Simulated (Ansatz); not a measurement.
# Geometry relaxation of Al$_{8}$Ru$_{8}$H (part 2 of 2)

Al$_{8}$Ru$_{8}$H (defect cell, 17 atoms in the cell); DFT PBEsol, scalar-relativistic, plane waves, PAW, no spin polarisation (Ansatz 0.2.0); cutoff 420 eV, 4×4×4 k-mesh, Gaussian smearing of 0.1 eV. The structure derives from a Materials Project entry. It belongs to a series of runs on one base structure; here: H interstitial, charge +0, atoms relaxed.

Geometry of the input (Å; fractional positions):
```
0.0000  5.9526  0.0000
0.0000  0.0000  5.9526
5.9526  0.0000  0.0000
Al 0.5000  0.0000  0.5000
Al 0.5000  0.5000  0.5000
Al 0.0000  0.0000  0.5000
Al 0.0000  0.5000  0.5000
Al 0.5000  0.0000  0.0000
Al 0.5000  0.5000  0.0000
Al 0.0000  0.0000  0.0000
Al 0.0000  0.5000  0.0000
Ru 0.2500  0.2500  0.2500
Ru 0.2500  0.7500  0.2500
Ru 0.7500  0.2500  0.2500
Ru 0.7500  0.7500  0.2500
Ru 0.2500  0.2500  0.7500
Ru 0.2500  0.7500  0.7500
Ru 0.7500  0.2500  0.7500
Ru 0.7500  0.7500  0.7500
H  0.1182  0.2489  0.0102
```

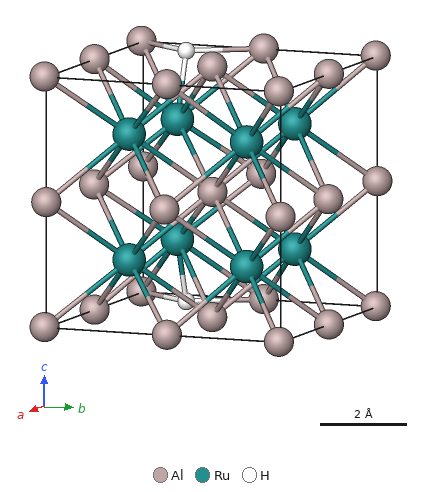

Fig. 1: The geometry at step 3 of the log (ball-and-stick view of the cell of the calculation, seen slightly off an axis).

**Output, continued**
```
--- Forces (eV/Å), atoms counted from 1 ---
  atom   1  Al    -0.00004476     0.00054294     0.00086913
  atom   2  Al    -0.00004598     0.00055687    -0.00084051
  atom   3  Al     0.00009077    -0.00050549     0.00049896
  atom   4  Al     0.00008643    -0.00047135    -0.00052597
  atom   5  Al     0.00002311     0.00095612    -0.00002135
  atom   6  Al     0.00002582     0.00093853     0.00000676
  atom   7  Al     0.00000063     0.00021262    -0.00053942
  atom   8  Al     0.00000282     0.00018848     0.00056364
  atom   9  Ru     0.00158913    -0.00067993    -0.00001034
  atom  10  Ru     0.00044977     0.00014741     0.00000943
  atom  11  Ru     0.00019979    -0.00094775    -0.00000032
  atom  12  Ru    -0.00023374     0.00003372    -0.00000897
  atom  13  Ru    -0.00156489    -0.00071987    -0.00000282
  atom  14  Ru    -0.00053793     0.00028758     0.00000392
  atom  15  Ru    -0.00032427    -0.00091764     0.00000335
  atom  16  Ru     0.00028356     0.00017945    -0.00001081
  atom  17  H     -0.00000238     0.00020848     0.00000548
  max |Σ_I F_I| component: 1.02e-5 eV/Å
--- Band table (eV; the first three rows and the last of 32) ---
  k-point 0: bands = ["-55.4121", "-55.3932", "-55.2732", "-55.2575", "-55.2210", "-55.2094", "-55.2057", "-55.1940", "-25.7668", "-25.5599", "-25.5056", "-25.4981", "-25.4758", "-25.4717", "-25.4469", "-25.4458", "-25.4454", "-25.4249", "-25.4219", "-25.3905", "-25.3702", "-25.2684", "-25.2572", "-25.2541", "-25.2385", "-25.2381", "-25.2372", "-25.2347", "-25.2189", "-25.2185", "-25.1917", "-25.1711", "6.2633", "8.2526", "9.8678", "9.9404", "10.1793", "10.2674", "10.3538", "10.8203", "11.4230", "11.4812", "11.4889", "11.7175", "11.8011", "12.2620", "12.7899", "12.9209", "13.0237", "13.0484", "13.3562", "13.5843", "13.6247", "13.9720", "14.3035", "14.3381", "14.3988", "14.4263", "14.4940", "14.5820", "14.6214", "14.6694", "14.8921", "14.9555", "14.9998", "15.4799", "15.6629", "15.7140", "15.7237", "15.7506", "15.7916", "16.3324", "16.4138", "16.4378", "16.6492", "16.6750", "16.7155", "17.3629", "17.5254", "18.0274", "18.1751", "18.2361", "18.6600", "18.6992", "18.7537", "19.0348", "19.4431", "20.4918", "20.9426", "21.7115", "21.8172", "21.9639", "22.1581", "22.2919"]
  k-point 1: bands = ["-55.4078", "-55.3976", "-55.2687", "-55.2619", "-55.2166", "-55.2102", "-55.2049", "-55.1985", "-25.7053", "-25.6101", "-25.4955", "-25.4913", "-25.4786", "-25.4684", "-25.4460", "-25.4387", "-25.4333", "-25.4288", "-25.4105", "-25.3332", "-25.3265", "-25.3128", "-25.2519", "-25.2509", "-25.2483", "-25.2439", "-25.2417", "-25.2325", "-25.2319", "-25.2293", "-25.2243", "-25.2232", "6.7104", "8.0730", "9.1156", "10.1683", "10.3165", "10.3499", "10.6396", "10.8586", "11.1515", "11.6640", "11.9073", "12.1884", "12.2418", "12.2962", "12.4531", "12.7630", "12.9022", "12.9922", "13.0774", "13.3129", "13.4902", "13.9172", "13.9905", "14.1911", "14.2337", "14.3236", "14.4256", "14.4457", "14.5446", "15.0183", "15.1317", "15.2546", "15.3016", "15.4381", "15.5308", "15.5529", "15.6202", "15.6793", "15.7458", "15.7823", "16.1160", "16.1460", "16.5056", "16.6208", "16.8319", "17.0066", "17.3651", "18.1383", "18.5001", "18.5977", "18.6537", "18.7305", "18.7957", "19.0737", "19.7624", "20.4645", "20.5285", "21.4269", "21.8837", "22.2961", "22.4930", "22.6027"]
  k-point 2: bands = ["-55.4078", "-55.3976", "-55.2687", "-55.2619", "-55.2166", "-55.2102", "-55.2049", "-55.1985", "-25.7053", "-25.6101", "-25.4955", "-25.4913", "-25.4786", "-25.4684", "-25.4460", "-25.4387", "-25.4333", "-25.4288", "-25.4105", "-25.3332", "-25.3265", "-25.3128", "-25.2519", "-25.2509", "-25.2483", "-25.2439", "-25.2417", "-25.2325", "-25.2319", "-25.2293", "-25.2243", "-25.2232", "6.7104", "8.0730", "9.1156", "10.1683", "10.3165", "10.3499", "10.6396", "10.8586", "11.1515", "11.6640", "11.9073", "12.1884", "12.2418", "12.2962", "12.4531", "12.7630", "12.9022", "12.9922", "13.0774", "13.3129", "13.4902", "13.9172", "13.9905", "14.1911", "14.2337", "14.3236", "14.4256", "14.4457", "14.5446", "15.0183", "15.1317", "15.2546", "15.3016", "15.4381", "15.5308", "15.5529", "15.6202", "15.6793", "15.7458", "15.7823", "16.1160", "16.1460", "16.5056", "16.6208", "16.8319", "17.0066", "17.3651", "18.1383", "18.5001", "18.5977", "18.6537", "18.7305", "18.7957", "19.0737", "19.7624", "20.4644", "20.5285", "21.4269", "21.8837", "22.2961", "22.4930", "22.6027"]
  k-point 31: bands = ["-55.4119", "-55.3930", "-55.2722", "-55.2566", "-55.2219", "-55.2097", "-55.2065", "-55.1944", "-25.7654", "-25.5502", "-25.4956", "-25.4720", "-25.4698", "-25.4688", "-25.4479", "-25.4237", "-25.4178", "-25.3941", "-25.3915", "-25.3732", "-25.3707", "-25.3053", "-25.2872", "-25.2817", "-25.2659", "-25.2593", "-25.2539", "-25.2407", "-25.2350", "-25.2224", "-25.1927", "-25.1714", "6.6409", "7.9964", "9.1757", "10.1815", "10.2944", "10.3688", "10.5978", "10.9183", "11.1210", "11.6595", "11.8891", "12.1982", "12.2717", "12.3037", "12.5365", "12.8062", "12.9110", "12.9515", "13.1142", "13.2332", "13.8145", "13.8674", "14.1153", "14.1729", "14.3099", "14.3472", "14.3850", "14.4523", "14.4873", "15.0275", "15.1743", "15.2018", "15.2854", "15.4345", "15.5125", "15.5643", "15.6320", "15.7501", "15.7975", "15.8765", "16.1259", "16.1687", "16.4839", "16.5785", "16.5993", "16.9804", "17.2753", "17.9782", "18.3820", "18.5783", "18.6705", "18.7397", "18.7636", "19.0752", "19.6317", "20.4349", "20.4833", "21.7482", "21.9670", "22.2279", "22.3620", "22.5979"]
--- Relaxed structure (5 steps of the walk, 5 accepted, 0 SCFs on fresh bases) ---
  F+E_penalty+E_count = -50754.06537323 eV   max|allowed force component| = 1.589e-3 eV/Å
  atoms:
    - { symbol: Al, position: [0.5015206392528406, -0.001798716008684319, 0.5006039048001367] }
    - { symbol: Al, position: [0.5015207287215642, 0.5016740492336279, 0.5006043736782514] }
    - { symbol: Al, position: [-0.003192275919276267, -0.00153253867050397, 0.5005999351751915] }
    - { symbol: Al, position: [-0.003193200516148858, 0.5014088791971599, 0.5006004509649771] }
    - { symbol: Al, position: [0.49942711741385293, -0.001295462085722372, 0.000601571393859049] }
    - { symbol: Al, position: [0.4994278443892451, 0.5011716012270755, 0.0006011010263126536] }
    - { symbol: Al, position: [-0.009311148764186955, -0.01388518364316582, 0.0006033411446099762] }
    - { symbol: Al, position: [-0.009310783720991367, 0.5137602155951542, 0.0006028841237335133] }
    - { symbol: Ru, position: [0.2519605336972034, 0.24993837061597288, 0.25997436295727344] }
    - { symbol: Ru, position: [0.2487784265434738, 0.7499375167493824, 0.2507221618938089] }
    - { symbol: Ru, position: [0.7499766402297832, 0.24993794689281, 0.24923880149820427] }
    - { symbol: Ru, position: [0.7458453784358887, 0.7499379170130994, 0.25313545827205264] }
    - { symbol: Ru, position: [0.25195873991552964, 0.24993781691704553, 0.7412300052410704] }
    - { symbol: Ru, position: [0.24877472775419385, 0.7499379424179976, 0.750483483391645] }
    - { symbol: Ru, position: [0.7499778143497423, 0.24993761194064723, 0.7519676089303434] }
    - { symbol: Ru, position: [0.7458451598657069, 0.7499382314465992, 0.7480687856576387] }
    - { symbol: H, position: [0.14817492425157888, 0.2499370989615049, 0.000602715550891562] }
```

**Trajectory as extended XYZ (Å, eV, eV/Å), 5 frames, from step=1 to step=5**
```
17
Lattice="0.0000 5.9526 0.0000 0.0000 0.0000 5.9526 5.9526 0.0000 0.0000" Properties=species:S:1:pos:R:3:forces:R:3 step=1 energy=-50753.72854
Al    2.9763    2.9763    0.0000    0.0171   0.0888  -0.1676
Al    2.9763    2.9763    2.9763    0.0176   0.0921   0.1699
Al    2.9763    0.0000    0.0000    0.0127  -0.0586  -0.0297
Al    2.9763    0.0000    2.9763    0.0127  -0.0591   0.0289
Al    0.0000    2.9763    0.0000   -0.0066   0.1925  -0.1449
Al    0.0000    2.9763    2.9763   -0.0067   0.1900   0.1435
Al    0.0000    0.0000    0.0000   -0.0602  -0.8998  -1.9218
Al    0.0000    0.0000    2.9763   -0.0569  -0.8586   1.8457
Ru    1.4882    1.4882    1.4882    1.1497   0.4888   0.0003
Ru    1.4882    1.4882    4.4645   -0.0307  -0.0308  -0.0005
Ru    1.4882    4.4645    1.4882    0.0915  -0.1441   0.0006
Ru    1.4882    4.4645    4.4645   -0.0180   0.0421   0.0007
Ru    4.4645    1.4882    1.4882   -0.6042   0.1659  -0.0014
Ru    4.4645    1.4882    4.4645    0.0350  -0.0376   0.0000
Ru    4.4645    4.4645    1.4882   -0.0692  -0.0996   0.0004
Ru    4.4645    4.4645    4.4645    0.0157   0.0384   0.0006
H     0.0610    0.7035    1.4819   -0.4994   0.8894   0.0753
17
Lattice="0.0000 5.9526 0.0000 0.0000 0.0000 5.9526 5.9526 0.0000 0.0000" Properties=species:S:1:pos:R:3:forces:R:3 step=2 energy=-50753.99845
Al    2.9801    2.9865   -0.0159   -0.0019   0.0091   0.0277
Al    2.9801    2.9868    2.9922   -0.0021   0.0090  -0.0277
Al    2.9780   -0.0113   -0.0059   -0.0091  -0.0155   0.0046
Al    2.9780   -0.0113    2.9821   -0.0089  -0.0153  -0.0047
Al    0.0006    2.9810   -0.0067    0.0001   0.0116  -0.0215
Al    0.0006    2.9808    2.9828    0.0001   0.0116   0.0213
Al   -0.0010   -0.0234   -0.0602    0.0108  -0.3884  -0.6608
Al   -0.0009   -0.0233    3.0362    0.0109  -0.3674   0.6222
Ru    1.5278    1.4991    1.4881    0.1992   0.0969  -0.0002
Ru    1.4940    1.4885    4.4644   -0.0500  -0.0100   0.0001
Ru    1.4895    4.4579    1.4881   -0.0501   0.0578   0.0000
Ru    1.4966    4.4552    4.4644    0.0027   0.0150   0.0001
Ru    4.4296    1.4930    1.4881    0.0823  -0.0073  -0.0007
Ru    4.4615    1.4878    4.4644    0.0490  -0.0025  -0.0002
Ru    4.4673    4.4608    1.4881    0.0490   0.0375   0.0002
Ru    4.4584    4.4551    4.4644   -0.0015   0.0078   0.0000
H     0.0366    0.7562    1.4830   -0.2805   0.5501   0.0397
17
Lattice="0.0000 5.9526 0.0000 0.0000 0.0000 5.9526 5.9526 0.0000 0.0000" Properties=species:S:1:pos:R:3:forces:R:3 step=3 energy=-50754.05860
Al    2.9800    2.9823   -0.0151    0.0002   0.0044  -0.0168
Al    2.9800    2.9823    2.9907    0.0001   0.0044   0.0167
Al    2.9798   -0.0266   -0.0121    0.0004  -0.0030  -0.0029
Al    2.9798   -0.0266    2.9877    0.0004  -0.0029   0.0028
Al    0.0035    2.9680   -0.0065    0.0002   0.0009  -0.0082
Al    0.0035    2.9680    2.9821    0.0002   0.0011   0.0082
Al    0.0037   -0.0545   -0.0662   -0.0007  -0.0172  -0.0283
Al    0.0037   -0.0544    3.0416   -0.0007  -0.0180   0.0291
Ru    1.5547    1.4933    1.4878    0.1687   0.0985  -0.0003
Ru    1.4910    1.4746    4.4641   -0.0114   0.0072  -0.0001
Ru    1.4851    4.4579    1.4878    0.0012  -0.0007   0.0000
Ru    1.5007    4.4381    4.4641    0.0182  -0.0011  -0.0001
Ru    4.4055    1.4929    1.4878   -0.1796   0.1044  -0.0003
Ru    4.4688    1.4745    4.4641    0.0122   0.0069  -0.0001
Ru    4.4746    4.4579    1.4878   -0.0002   0.0000   0.0000
Ru    4.4590    4.4381    4.4641   -0.0177  -0.0011  -0.0001
H     0.0033    0.9533    1.4876    0.0083  -0.1833   0.0001
17
Lattice="0.0000 5.9526 0.0000 0.0000 0.0000 5.9526 5.9526 0.0000 0.0000" Properties=species:S:1:pos:R:3:forces:R:3 step=4 energy=-50754.06510
Al    2.9799    2.9853   -0.0118   -0.0001  -0.0020   0.0149
Al    2.9799    2.9853    2.9874   -0.0001  -0.0021  -0.0150
Al    2.9799   -0.0184   -0.0097    0.0001   0.0063   0.0063
Al    2.9799   -0.0184    2.9853    0.0001   0.0062  -0.0062
Al    0.0036    2.9724   -0.0072    0.0001   0.0129  -0.0032
Al    0.0036    2.9723    2.9827    0.0001   0.0129   0.0032
Al    0.0037   -0.0579   -0.0841   -0.0002   0.0198   0.0192
Al    0.0037   -0.0579    3.0597   -0.0002   0.0203  -0.0198
Ru    1.5469    1.5024    1.4878    0.0072  -0.0279   0.0003
Ru    1.4917    1.4801    4.4641    0.0038   0.0042   0.0001
Ru    1.4842    4.4665    1.4878   -0.0031  -0.0195  -0.0001
Ru    1.5077    4.4383    4.4641   -0.0109   0.0092   0.0000
Ru    4.4126    1.5026    1.4878   -0.0019  -0.0311   0.0003
Ru    4.4682    1.4800    4.4641   -0.0058   0.0054   0.0000
Ru    4.4757    4.4667    1.4878    0.0010  -0.0215  -0.0001
Ru    4.4521    4.4383    4.4641    0.0122   0.0104   0.0000
H     0.0036    0.8818    1.4878   -0.0023  -0.0037   0.0002
17
Lattice="0.0000 5.9526 0.0000 0.0000 0.0000 5.9526 5.9526 0.0000 0.0000" Properties=species:S:1:pos:R:3:forces:R:3 step=5 energy=-50754.06537
Al    2.9799    2.9854   -0.0107    0.0000   0.0005   0.0009
Al    2.9799    2.9854    2.9863    0.0000   0.0006  -0.0008
Al    2.9799   -0.0190   -0.0091    0.0001  -0.0005   0.0005
Al    2.9799   -0.0190    2.9847    0.0001  -0.0005  -0.0005
Al    0.0036    2.9729   -0.0077    0.0000   0.0010   0.0000
Al    0.0036    2.9729    2.9833    0.0000   0.0009   0.0000
Al    0.0036   -0.0554   -0.0827    0.0000   0.0002  -0.0005
Al    0.0036   -0.0554    3.0582    0.0000   0.0002   0.0006
Ru    1.5475    1.4998    1.4878    0.0016  -0.0007   0.0000
Ru    1.4925    1.4809    4.4641    0.0004   0.0001   0.0000
Ru    1.4836    4.4643    1.4878    0.0002  -0.0009   0.0000
Ru    1.5068    4.4397    4.4641   -0.0002   0.0000   0.0000
Ru    4.4123    1.4998    1.4878   -0.0016  -0.0007   0.0000
Ru    4.4673    1.4809    4.4641   -0.0005   0.0003   0.0000
Ru    4.4762    4.4643    1.4878   -0.0003  -0.0009   0.0000
Ru    4.4530    4.4397    4.4641    0.0003   0.0002   0.0000
H     0.0036    0.8820    1.4878    0.0000   0.0002   0.0000
```

**Summary**

- outcome: converged
- electrons treated: 153
- free energy: −50754.0654 eV
- Fermi energy: 16.540 eV
- gap on the k-point mesh: none (metallic)
- final volume: 210.92 Å³
- largest force (length of the vector) at the end: 0.002 eV/Å
- wall time: 47 s (CPU time 3 min)
- peak memory: 1 GiB
